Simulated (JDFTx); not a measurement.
# Geometry relaxation of K (part 2 of 2)

K (1 atom in the cell); Kohn-Sham DFT of a periodic cell, PBE with D3, PseudoDojo-SR-PBE-0.5-standard, no spin polarisation (JDFTx 1.7.0 (patched build)); cutoff 1006.82 eV, 7×7×7 k-mesh, fermi-dirac of 0.05 eV. The structure derives from a Materials Project entry.

Geometry of the input (Å; fractional positions):
```
-2.6976  2.6976  2.6976
2.6976  -2.6976  2.6976
2.6976  2.6976  -2.6976
K  0.0000  0.0000  0.0000
```

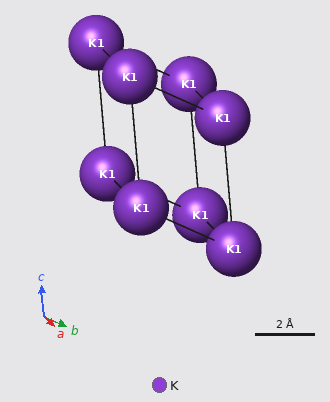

**Figure 1.** The geometry at step 3 of the log (spheres-only view of the cell of the calculation, seen slightly off an axis; atoms are numbered from 1 in the order of the input).

Output, continued
```
# Energy components:
   Eewald =      -14.5012068408957369
       EH =        9.7308342270432817
     Eloc =      -33.3856855037851261
      Enl =        4.2302786036047726
     EvdW =       -0.0045294908087101
      Exc =       -6.3526844504689386
 Exc_core =        1.6601622747194840
       KE =       10.2236090277834588
-------------------------------------
     Etot =      -28.3992221528075177
       TS =        0.0002623278375597
-------------------------------------
        F =      -28.3994844806450786

LatticeMinimize: Iter:   1  F: -28.399484480645079  |grad|_K:  1.280e-03  alpha:  3.100e+01  linmin: -1.000e+00

#--- Lowdin population analysis ---
# oxidation-state K +0.030

Computing DFT-D3 correction:
# coordination-number K 6.462
# diagonal-C6 K 338.02
EvdW_6 =   -0.001018
EvdW_8 =   -0.003752

-------- Electronic minimization -----------
Will mix electronic density at each iteration.
	FillingsUpdate:  mu: +0.057651734  nElectrons: 9.000000
	FillingsUpdate:  mu: +0.073225386  nElectrons: 9.000000
SCF: Cycle:  0   F: -28.399724322011419   dF: -3.435e-02   |Residual|: 1.188e-03   |deigs|: 3.387e-02
	FillingsUpdate:  mu: +0.073234291  nElectrons: 9.000000
SCF: Cycle:  1   F: -28.399736234659645   dF: -1.191e-05   |Residual|: 5.468e-04   |deigs|: 1.794e-04
	FillingsUpdate:  mu: +0.073273153  nElectrons: 9.000000
SCF: Cycle:  2   F: -28.399737861214859   dF: -1.627e-06   |Residual|: 1.721e-04   |deigs|: 9.039e-05
	FillingsUpdate:  mu: +0.073300532  nElectrons: 9.000000
SCF: Cycle:  3   F: -28.399738201853712   dF: -3.406e-07   |Residual|: 3.765e-05   |deigs|: 3.993e-05
	FillingsUpdate:  mu: +0.073299551  nElectrons: 9.000000
SCF: Cycle:  4   F: -28.399738263830454   dF: -6.198e-08   |Residual|: 2.213e-05   |deigs|: 1.243e-05
	FillingsUpdate:  mu: +0.073302788  nElectrons: 9.000000
SCF: Cycle:  5   F: -28.399738283459946   dF: -1.963e-08   |Residual|: 8.909e-06   |deigs|: 1.725e-05
	FillingsUpdate:  mu: +0.073302933  nElectrons: 9.000000
SCF: Cycle:  6   F: -28.399738290886617   dF: -7.427e-09   |Residual|: 1.641e-06   |deigs|: 1.098e-05
	FillingsUpdate:  mu: +0.073303083  nElectrons: 9.000000
SCF: Cycle:  7   F: -28.399738293044965   dF: -2.158e-09   |Residual|: 1.463e-06   |deigs|: 1.009e-05
	FillingsUpdate:  mu: +0.073303109  nElectrons: 9.000000
SCF: Cycle:  8   F: -28.399738293736544   dF: -6.916e-10   |Residual|: 7.853e-07   |deigs|: 9.451e-06
	FillingsUpdate:  mu: +0.073303297  nElectrons: 9.000000
SCF: Cycle:  9   F: -28.399738293965576   dF: -2.290e-10   |Residual|: 3.433e-07   |deigs|: 9.057e-06
SCF: Converged (|Delta E|<1.000000e-09 for 2 iters).

Setting wave functions to eigenvectors of Hamiltonian

Computing DFT-D3 correction:
# coordination-number K 6.462
# diagonal-C6 K 338.02
EvdW_6 =   -0.001018
EvdW_8 =   -0.003752
# Lattice vectors:
R =
[     -4.90759      4.90759      4.90759  ]
[      4.90759     -4.90759      4.90759  ]
[      4.90759      4.90759     -4.90759  ]
unit cell volume = 472.786

# Strain tensor in Cartesian coordinates:
[   -0.0372831            0            0  ]
[            0   -0.0372831            0  ]
[            0            0   -0.0372831  ]

# Stress tensor in Cartesian coordinates [Eh/a0^3]:
[ -2.60325e-06            0            0  ]
[            0 -2.60325e-06            0  ]
[            0            0 -2.60325e-06  ]

# Ionic positions in lattice coordinates:
ion K   0.000000000000000   0.000000000000000   0.000000000000000 1

# Forces in Cartesian coordinates:
force K  -0.000000000000000   0.000000000000000  -0.000000000000000 1

# Energy components:
   Eewald =      -15.0164265742333676
       EH =        9.3758048087857269
     Eloc =      -32.5221208602989762
      Enl =        4.2319069456999143
     EvdW =       -0.0047706098376415
      Exc =       -6.3588369512653529
 Exc_core =        1.6601619110374002
       KE =       10.2347940072794277
-------------------------------------
     Etot =      -28.3994873228328757
       TS =        0.0002509711327020
-------------------------------------
        F =      -28.3997382939655765

LatticeMinimize: Iter:   2  F: -28.399738293965576  |grad|_K:  2.634e-04  alpha:  1.000e+00  linmin:  1.000e+00

#--- Lowdin population analysis ---
# oxidation-state K +0.027

Computing DFT-D3 correction:
# coordination-number K 6.218
# diagonal-C6 K 338.02
EvdW_6 =   -0.001003
EvdW_8 =   -0.003733

-------- Electronic minimization -----------
Will mix electronic density at each iteration.
	FillingsUpdate:  mu: +0.073303297  nElectrons: 9.000000
	FillingsUpdate:  mu: +0.070652126  nElectrons: 9.000000
SCF: Cycle:  0   F: -28.399748007987945   dF: -1.379e-03   |Residual|: 1.531e-04   |deigs|: 1.364e-03
	FillingsUpdate:  mu: +0.070643027  nElectrons: 9.000000
SCF: Cycle:  1   F: -28.399748268806004   dF: -2.608e-07   |Residual|: 8.876e-05   |deigs|: 1.535e-05
	FillingsUpdate:  mu: +0.070630849  nElectrons: 9.000000
SCF: Cycle:  2   F: -28.399748459614415   dF: -1.908e-07   |Residual|: 3.170e-05   |deigs|: 1.775e-05
	FillingsUpdate:  mu: +0.070630794  nElectrons: 9.000000
SCF: Cycle:  3   F: -28.399748478107828   dF: -1.849e-08   |Residual|: 3.456e-05   |deigs|: 5.764e-06
	FillingsUpdate:  mu: +0.070630254  nElectrons: 9.000000
SCF: Cycle:  4   F: -28.399748481158142   dF: -3.050e-09   |Residual|: 3.564e-05   |deigs|: 5.575e-06
	FillingsUpdate:  mu: +0.070624068  nElectrons: 9.000000
SCF: Cycle:  5   F: -28.399748482319655   dF: -1.162e-09   |Residual|: 2.274e-05   |deigs|: 1.731e-05
	FillingsUpdate:  mu: +0.070623710  nElectrons: 9.000000
SCF: Cycle:  6   F: -28.399748482240089   dF: +7.957e-11   |Residual|: 1.962e-05   |deigs|: 9.385e-06
	FillingsUpdate:  mu: +0.070625342  nElectrons: 9.000000
SCF: Cycle:  7   F: -28.399748482528619   dF: -2.885e-10   |Residual|: 1.305e-05   |deigs|: 7.054e-06
	FillingsUpdate:  mu: +0.070628088  nElectrons: 9.000000
SCF: Cycle:  8   F: -28.399748482679747   dF: -1.511e-10   |Residual|: 3.227e-06   |deigs|: 8.498e-06
SCF: Converged (|Delta E|<1.000000e-09 for 2 iters).

Setting wave functions to eigenvectors of Hamiltonian

Computing DFT-D3 correction:
# coordination-number K 6.218
# diagonal-C6 K 338.02
EvdW_6 =   -0.001003
EvdW_8 =   -0.003733
# Lattice vectors:
R =
[     -4.93558      4.93558      4.93558  ]
[      4.93558     -4.93558      4.93558  ]
[      4.93558      4.93558     -4.93558  ]
unit cell volume = 480.921

# Strain tensor in Cartesian coordinates:
[   -0.0317932            0            0  ]
[            0   -0.0317932            0  ]
[            0            0   -0.0317932  ]

# Stress tensor in Cartesian coordinates [Eh/a0^3]:
[  5.03512e-08            0            0  ]
[            0  5.03512e-08            0  ]
[            0            0  5.03512e-08  ]

# Ionic positions in lattice coordinates:
ion K   0.000000000000000   0.000000000000000   0.000000000000000 1

# Forces in Cartesian coordinates:
force K   0.000000000000000   0.000000000000000   0.000000000000000 1

# Energy components:
   Eewald =      -14.9312806394446493
       EH =        9.4340667715259343
     Eloc =      -32.6643886353852935
      Enl =        4.2316203623282549
     EvdW =       -0.0047368436384358
      Exc =       -6.3578021089953651
 Exc_core =        1.6601620362363361
       KE =       10.2328632932489754
-------------------------------------
     Etot =      -28.3994957641242394
       TS =        0.0002527185555069
-------------------------------------
        F =      -28.3997484826797475

LatticeMinimize: Iter:   3  F: -28.399748482679747  |grad|_K:  5.183e-06  alpha:  1.000e+00  linmin:  1.000e+00

#--- Lowdin population analysis ---
# oxidation-state K +0.028

Computing DFT-D3 correction:
# coordination-number K 6.222
# diagonal-C6 K 338.02
EvdW_6 =   -0.001004
EvdW_8 =   -0.003734

-------- Electronic minimization -----------
Will mix electronic density at each iteration.
	FillingsUpdate:  mu: +0.070628088  nElectrons: 9.000000
	FillingsUpdate:  mu: +0.070677751  nElectrons: 9.000000
SCF: Cycle:  0   F: -28.399748412230601   dF: -4.153e-07   |Residual|: 2.977e-06   |deigs|: 4.050e-06
	FillingsUpdate:  mu: +0.070677887  nElectrons: 9.000000
SCF: Cycle:  1   F: -28.399748479264836   dF: -6.703e-08   |Residual|: 2.136e-06   |deigs|: 3.268e-06
	FillingsUpdate:  mu: +0.070677972  nElectrons: 9.000000
SCF: Cycle:  2   F: -28.399748479907032   dF: -6.422e-10   |Residual|: 1.699e-06   |deigs|: 3.312e-06
	FillingsUpdate:  mu: +0.070678178  nElectrons: 9.000000
SCF: Cycle:  3   F: -28.399748479978665   dF: -7.163e-11   |Residual|: 1.111e-06   |deigs|: 3.027e-06
SCF: Converged (|Delta E|<1.000000e-09 for 2 iters).

Setting wave functions to eigenvectors of Hamiltonian

Computing DFT-D3 correction:
# coordination-number K 6.222
# diagonal-C6 K 338.02
EvdW_6 =   -0.001004
EvdW_8 =   -0.003734
LatticeMinimize: 	Wolfe criterion not satisfied: alpha: 1  (E-E0)/|gdotd0|: 0.351648  gdotd/gdotd0: -0.683556 (taking cubic step)

Computing DFT-D3 correction:
# coordination-number K 6.219
# diagonal-C6 K 338.02
EvdW_6 =   -0.001004
EvdW_8 =   -0.003733

-------- Electronic minimization -----------
Will mix electronic density at each iteration.
	FillingsUpdate:  mu: +0.070678178  nElectrons: 9.000000
	FillingsUpdate:  mu: +0.070641612  nElectrons: 9.000000
SCF: Cycle:  0   F: -28.399748407208996   dF: -1.948e-07   |Residual|: 2.015e-06   |deigs|: 3.049e-06
	FillingsUpdate:  mu: +0.070641474  nElectrons: 9.000000
SCF: Cycle:  1   F: -28.399748482318799   dF: -7.511e-08   |Residual|: 1.191e-06   |deigs|: 2.536e-06
	FillingsUpdate:  mu: +0.070641418  nElectrons: 9.000000
SCF: Cycle:  2   F: -28.399748482627910   dF: -3.091e-10   |Residual|: 7.973e-07   |deigs|: 2.257e-06
	FillingsUpdate:  mu: +0.070641315  nElectrons: 9.000000
SCF: Cycle:  3   F: -28.399748482693237   dF: -6.533e-11   |Residual|: 2.507e-07   |deigs|: 2.100e-06
SCF: Converged (|Delta E|<1.000000e-09 for 2 iters).

Setting wave functions to eigenvectors of Hamiltonian

Computing DFT-D3 correction:
# coordination-number K 6.219
# diagonal-C6 K 338.02
EvdW_6 =   -0.001004
EvdW_8 =   -0.003733
# Lattice vectors:
R =
[     -4.93545      4.93545      4.93545  ]
[      4.93545     -4.93545      4.93545  ]
[      4.93545      4.93545     -4.93545  ]
unit cell volume = 480.882

# Strain tensor in Cartesian coordinates:
[   -0.0318189            0            0  ]
[            0   -0.0318189            0  ]
[            0            0   -0.0318189  ]

# Stress tensor in Cartesian coordinates [Eh/a0^3]:
[ -6.22839e-09            0            0  ]
[            0 -6.22839e-09            0  ]
[            0            0 -6.22839e-09  ]

# Ionic positions in lattice coordinates:
ion K   0.000000000000000   0.000000000000000   0.000000000000000 1

# Forces in Cartesian coordinates:
force K   0.000000000000000   0.000000000000000   0.000000000000000 1

# Energy components:
   Eewald =      -14.9316781805135950
       EH =        9.4337870134990656
     Eloc =      -32.6637083438156353
      Enl =        4.2316192659234186
     EvdW =       -0.0047370060668015
      Exc =       -6.3578050335151710
 Exc_core =        1.6601620361205711
       KE =       10.2328644757972604
-------------------------------------
     Etot =      -28.3994957725708836
       TS =        0.0002527101223526
-------------------------------------
        F =      -28.3997484826932372

LatticeMinimize: Iter:   4  F: -28.399748482693237  |grad|_K:  6.411e-07  alpha:  2.517e-01  linmin:  1.000e+00

#--- Lowdin population analysis ---
# oxidation-state K +0.028

Computing DFT-D3 correction:
# coordination-number K 6.219
# diagonal-C6 K 338.02
EvdW_6 =   -0.001004
EvdW_8 =   -0.003733

-------- Electronic minimization -----------
Will mix electronic density at each iteration.
	FillingsUpdate:  mu: +0.070641315  nElectrons: 9.000000
	FillingsUpdate:  mu: +0.070639775  nElectrons: 9.000000
SCF: Cycle:  0   F: -28.399748482256193   dF: -4.835e-12   |Residual|: 7.636e-08   |deigs|: 1.650e-06
	FillingsUpdate:  mu: +0.070639772  nElectrons: 9.000000
SCF: Cycle:  1   F: -28.399748482724441   dF: -4.682e-10   |Residual|: 1.174e-07   |deigs|: 2.228e-06
SCF: Converged (|Delta E|<1.000000e-09 for 2 iters).

Setting wave functions to eigenvectors of Hamiltonian

Computing DFT-D3 correction:
# coordination-number K 6.219
# diagonal-C6 K 338.02
EvdW_6 =   -0.001004
EvdW_8 =   -0.003733
# Lattice vectors:
R =
[     -4.93546      4.93546      4.93546  ]
[      4.93546     -4.93546      4.93546  ]
[      4.93546      4.93546     -4.93546  ]
unit cell volume = 480.887

# Strain tensor in Cartesian coordinates:
[   -0.0318158            0            0  ]
[            0   -0.0318158            0  ]
[            0            0   -0.0318158  ]

# Stress tensor in Cartesian coordinates [Eh/a0^3]:
[   -4.791e-09            0            0  ]
[            0   -4.791e-09            0  ]
[            0            0   -4.791e-09  ]

# Ionic positions in lattice coordinates:
ion K   0.000000000000000   0.000000000000000   0.000000000000000 1

# Forces in Cartesian coordinates:
force K   0.000000000000000   0.000000000000000   0.000000000000000 1

# Energy components:
   Eewald =      -14.9316291418536569
       EH =        9.4338203142634125
     Eloc =      -32.6637898498291861
      Enl =        4.2316190036482126
     EvdW =       -0.0047369860329682
      Exc =       -6.3578044225869617
 Exc_core =        1.6601620361342866
       KE =       10.2328632746759816
-------------------------------------
     Etot =      -28.3994957715808773
       TS =        0.0002527111435627
-------------------------------------
        F =      -28.3997484827244406

LatticeMinimize: Iter:   5  F: -28.399748482724441  |grad|_K:  4.931e-07  alpha:  1.000e+00  linmin: -1.000e+00
LatticeMinimize: Converged (|Delta F|<1.000000e-06 for 2 iters).

#--- Lowdin population analysis ---
# oxidation-state K +0.028

Dumping 'run.eigStats' ...
	eMin: -1.109133 at state 0 ( [ +0.000000 +0.000000 +0.000000 ] spin 0 )
	HOMO: +0.068168 at state 14 ( [ +0.142857 +0.428571 -0.285714 ] spin 0 )
	mu  : +0.070640
	LUMO: +0.075635 at state 13 ( [ +0.142857 +0.428571 -0.428571 ] spin 0 )
	eMax: +0.299593 at state 19 ( [ +0.428571 +0.428571 -0.428571 ] spin 0 )
	HOMO-LUMO gap: +0.007467
	Optical gap  : +0.049846 at state 3 ( [ +0.000000 +0.000000 +0.428571 ] spin 0 )
Done!
```

Trajectory as extended XYZ (Å, eV, eV/Å), 6 frames, from step=0 to step=5
```
1
Lattice="-2.6976 2.6976 2.6976 2.6976 -2.6976 2.6976 2.6976 2.6976 -2.6976" Properties=species:S:1:pos:R:3:forces:R:3 step=0 energy=-772.78778
K     0.0000    0.0000    0.0000    0.0000   0.0000   0.0000
1
Lattice="-2.6893 2.6893 2.6893 2.6893 -2.6893 2.6893 2.6893 2.6893 -2.6893" Properties=species:S:1:pos:R:3:forces:R:3 step=1 energy=-772.78934
K     0.0000    0.0000    0.0000    0.0000   0.0000   0.0000
1
Lattice="-2.5970 2.5970 2.5970 2.5970 -2.5970 2.5970 2.5970 2.5970 -2.5970" Properties=species:S:1:pos:R:3:forces:R:3 step=2 energy=-772.79625
K     0.0000    0.0000    0.0000    0.0000   0.0000   0.0000
1
Lattice="-2.6118 2.6118 2.6118 2.6118 -2.6118 2.6118 2.6118 2.6118 -2.6118" Properties=species:S:1:pos:R:3:forces:R:3 step=3 energy=-772.79653
K     0.0000    0.0000    0.0000    0.0000   0.0000   0.0000
1
Lattice="-2.6117 2.6117 2.6117 2.6117 -2.6117 2.6117 2.6117 2.6117 -2.6117" Properties=species:S:1:pos:R:3:forces:R:3 step=4 energy=-772.79653
K     0.0000    0.0000    0.0000    0.0000   0.0000   0.0000
1
Lattice="-2.6117 2.6117 2.6117 2.6117 -2.6117 2.6117 2.6117 2.6117 -2.6117" Properties=species:S:1:pos:R:3:forces:R:3 step=5 energy=-772.79653
K     0.0000    0.0000    0.0000    0.0000   0.0000   0.0000
```

Summary

```csv
quantity,value
outcome,converged
space group (tolerance 0.01 Å),Im-3m (229)
electrons treated,9
free energy,−772.7965 eV
Fermi energy,1.922 eV
gap on the k-point mesh,none (metallic)
pressure,0.00 GPa
final volume,71.26 Å³
largest force (length of the vector) at the end,under 0.001 eV/Å
final cell,"a = 4.524 Å, b = 4.524 Å, c = 4.524 Å, α = 109.47°, β = 109.47°, γ = 109.47°"
hardware,"1 thread of Intel Xeon (Sapphire Rapids), 32 GiB of memory available, shared host"
wall time,2.9 min
peak memory,0.11 GiB
```

Notes

Notes on the run: WARNING: large normalization error in atomic orbital 2s (integral: 0.980832).
